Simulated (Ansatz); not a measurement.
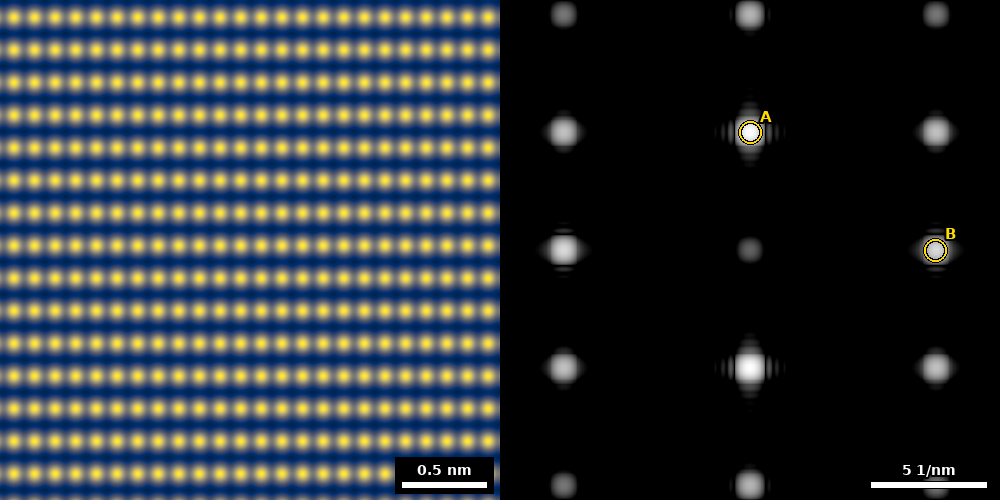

Z-contrast image of Fe (P6_3/mmc, No. 194) along [210]. The image is simulated as a sum over atoms of Z^1.6, blurred by a 0.76 Å probe (no channelling). The probe carries 15 % of its weight in a tail 2.5 times as wide. The display is stretched by a gamma of 0.65; percentages refer to the linear signal. Structure: a calculation's starting geometry; the starting structure was generated, so it need not be a known form of this composition.

The right panel is the modulus of the image's Fourier transform on a logarithmic scale.

a = 2.474 Å, b = 2.474 Å, c = 3.913 Å, α = 90.00°, β = 90.00°, γ = 120.00°

Index the marked spots and give their plane spacings (the zone axis points at the viewer; indices equivalent by symmetry, or all signs reversed, are as good).

A: (0 0 -2), d = 1.96 Å; B: (1 -2 0), d = 1.24 Å. A and B enclose 90°, and every spot obeys the zone law hu + kv + lw = 0 for [210].
